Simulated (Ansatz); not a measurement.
RuO₂ (space group P4_2/mnm, No. 136): coordinates from a relaxation at fixed volume with DFT PBE, scalar-relativistic, plane waves, PAW (Ansatz).

```yaml
crystal:
  lattice:
    - [4.35139, 0.00000, 0.00000]
    - [0.00000, 4.35139, 0.00000]
    - [0.00000, 0.00000, 3.06677]
  atoms:
    - { symbol: Ru, position: [0.00000, 0.00000, 0.00000] }
    - { symbol: Ru, position: [0.50000, 0.50000, 0.50000] }
    - { symbol: O, position: [0.30658, 0.30658, 0.00000] }
    - { symbol: O, position: [0.19342, 0.80658, 0.50000] }
    - { symbol: O, position: [0.69342, 0.69342, 0.00000] }
    - { symbol: O, position: [0.80658, 0.19342, 0.50000] }
```

Describe how the polyhedra about Ru are linked (bonds: O–Ru below 2.2 Å).

Ru: RuO6 octahedron, sharing corners with eight neighbours and edges with two neighbours.

They form a three-dimensional framework of corner- and edge-sharing octahedra.

Centre to centre across a shared corner: 3.44 Å; across a shared edge: 3.07 Å.

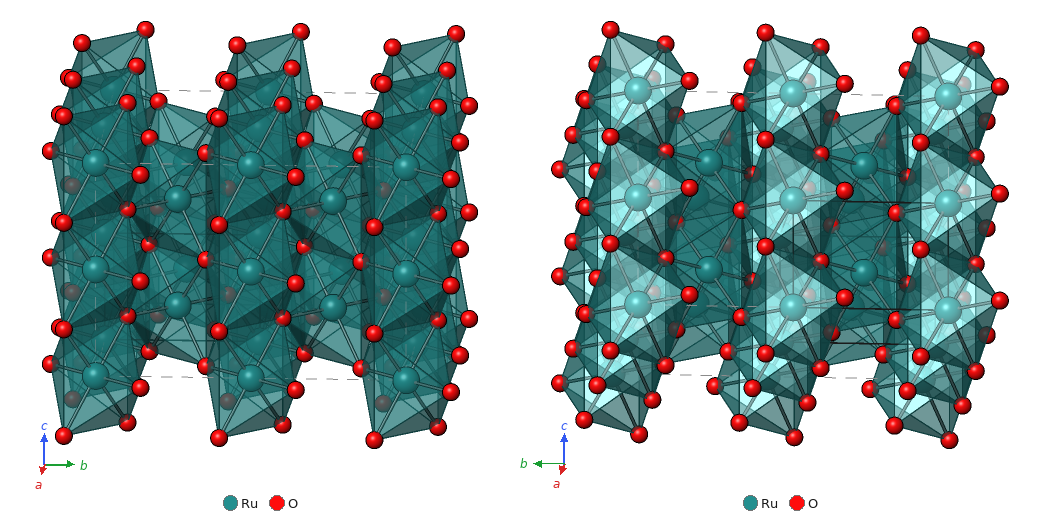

Polyhedra are drawn about Ru (bonds: O–Ru below 2.2 Å); other atoms are plain spheres. Two views of the same piece.
